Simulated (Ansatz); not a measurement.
## Electronic structure of In$_{2}$O$_{3}$ in real space

Input

```
crystal:
  lattice:
    - [-5.0585, 5.0585, 5.0585]
    - [5.0585, -5.0585, 5.0585]
    - [5.0585, 5.0585, -5.0585]
  atoms:
    - { symbol: In, position: [0.5, 0.5, 0.5] }
    - { symbol: In, position: [0.5, 0.0, 0.0] }
    - { symbol: In, position: [0.0, 0.5, 0.0] }
    - { symbol: In, position: [0.0, 0.0, 0.5] }
    - { symbol: In, position: [0.25, 0.7163, 0.4663] }
    - { symbol: In, position: [0.75, 0.7837, 0.0337] }
    - { symbol: In, position: [0.4663, 0.25, 0.7163] }
    - { symbol: In, position: [0.0337, 0.75, 0.7837] }
    - { symbol: In, position: [0.7163, 0.4663, 0.25] }
    - { symbol: In, position: [0.7837, 0.0337, 0.75] }
    - { symbol: In, position: [0.75, 0.2837, 0.5337] }
    - { symbol: In, position: [0.25, 0.2163, 0.9663] }
    - { symbol: In, position: [0.5337, 0.75, 0.2837] }
    - { symbol: In, position: [0.9663, 0.25, 0.2163] }
    - { symbol: In, position: [0.2837, 0.5337, 0.75] }
    - { symbol: In, position: [0.2163, 0.9663, 0.25] }
    - { symbol: O, position: [0.5354, 0.7708, 0.547] }
    - { symbol: O, position: [0.7238, 0.9884, 0.953] }
    - { symbol: O, position: [0.9646, 0.5116, 0.2354] }
    - { symbol: O, position: [0.7762, 0.7292, 0.2646] }
    - { symbol: O, position: [0.547, 0.5354, 0.7708] }
    - { symbol: O, position: [0.953, 0.7238, 0.9884] }
    - { symbol: O, position: [0.2354, 0.9646, 0.5116] }
    - { symbol: O, position: [0.2646, 0.7762, 0.7292] }
    - { symbol: O, position: [0.7708, 0.547, 0.5354] }
    - { symbol: O, position: [0.9884, 0.953, 0.7238] }
    - { symbol: O, position: [0.5116, 0.2354, 0.9646] }
    - { symbol: O, position: [0.7292, 0.2646, 0.7762] }
    - { symbol: O, position: [0.4646, 0.2292, 0.453] }
    - { symbol: O, position: [0.2762, 0.0116, 0.047] }
    - { symbol: O, position: [0.0354, 0.4884, 0.7646] }
    - { symbol: O, position: [0.2238, 0.2708, 0.7354] }
    - { symbol: O, position: [0.453, 0.4646, 0.2292] }
    - { symbol: O, position: [0.047, 0.2762, 0.0116] }
    - { symbol: O, position: [0.7646, 0.0354, 0.4884] }
    - { symbol: O, position: [0.7354, 0.2238, 0.2708] }
    - { symbol: O, position: [0.2292, 0.453, 0.4646] }
    - { symbol: O, position: [0.0116, 0.047, 0.2762] }
    - { symbol: O, position: [0.4884, 0.7646, 0.0354] }
    - { symbol: O, position: [0.2708, 0.7354, 0.2238] }
scf:
  occupations: { method: gaussian, width: 0.02 }
output:
  forces: true
  stress: true
  eigenvalues: true
  write_density: true
  write_potential: true
  elf: true
  volumetric_format: npy
hamiltonian:
  xc: r2scan
kpoints:
  mp_grid: { grid: [2, 2, 2] }
relax:
  f_tol: 0.01
  adjacent_minimum: "off"
  max_steps: 40
  cell: { stress_tol: 0.05, fix: [shape] }
```

Launched as:

```sh
ansatz run input.yaml --threads 8 --pin off --max-ram 12288MiB --backend cpu --events-out ev --progress --plain --runs-dir out
```

The fields are those of the run's last geometry, not of the input's.

Space group Ia-3.

All numbers below come from DFT r2SCAN, scalar-relativistic, plane waves, PAW (Ansatz).

In a PAW calculation such maps are meaningful between the atoms, not at the nuclei.

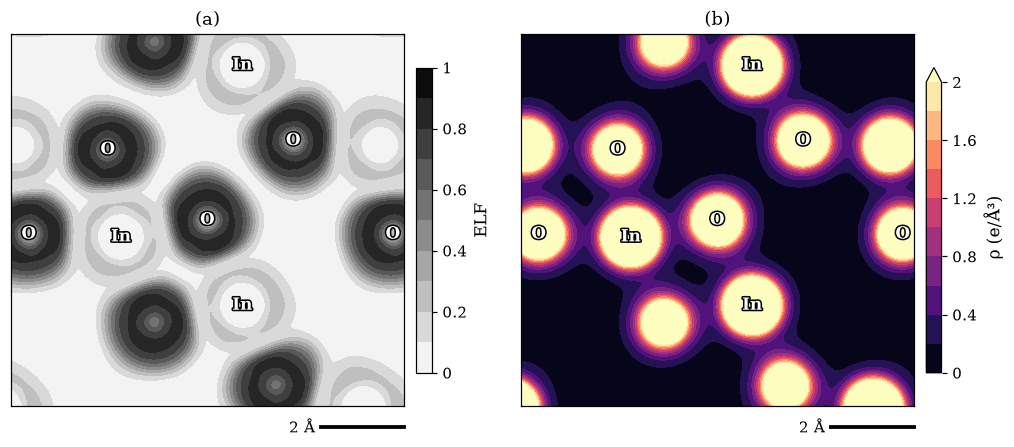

Figure 1. (a) ELF; (b) valence electron density on the (100) plane of the calculation cell.

What do the fields say about this system?

The plane passes through In and O nuclei. Atoms just off the plane (In, 0.3 Å away and O, 0.3 Å away) can leave unmarked features too. In–O (2.14 Å): ρ at the midpoint is about 0.53 e/Å³; the ELF peaks at about 0.85 in the valence shell of O, 0.6 Å from its nucleus, and is about 0.15 at the midpoint: no shared electron pair shows on this line. In–O (2.21 Å): the density is about 0.46 e/Å³ at the midpoint; the ELF peaks at about 0.85 in the valence shell of O, 0.6 Å from its nucleus, and is about 0.15 at the midpoint (no shared electron pair shows on this line). In–O (2.23 Å): the density is about 0.45 e/Å³ at the midpoint; the ELF peaks at about 0.85 in the valence shell of O, 0.6 Å from its nucleus, and is about 0.15 at the midpoint (no localised pair shows between them). Between the atoms the lowest density in this plane is 0.02 e/Å³.

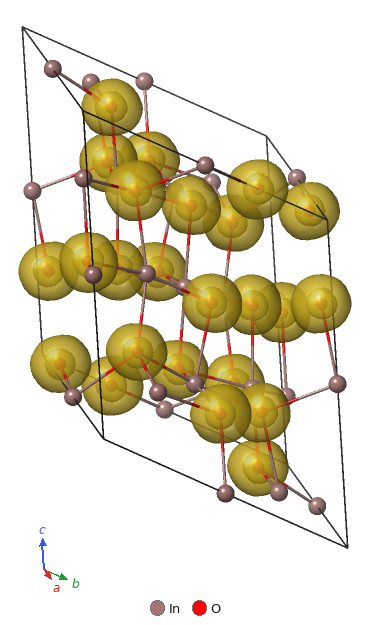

Figure 2. Isosurface of the ELF at 0.75 (yellow), seen slightly off an axis. Core shells and regions of very low density are left out. Sticks mark near contacts.

Describe the localisation domains.

The ELF exceeds this value in 24 regions wrapped around O (the valence shell of each), counted in one cell of 40 atoms. Regions shared between cells count once. Along the contacts the grid gives the following. In–O (2.18 Å): the ELF peaks at about 0.85 in the valence shell of O, 0.6 Å from its nucleus, and is about 0.15 at the midpoint; no localised pair shows between them.

Does the calculation give a band gap?

It is gapped, with a Kohn–Sham gap of 1.7 eV on the k-point mesh, an upper bound to the gap of this method.
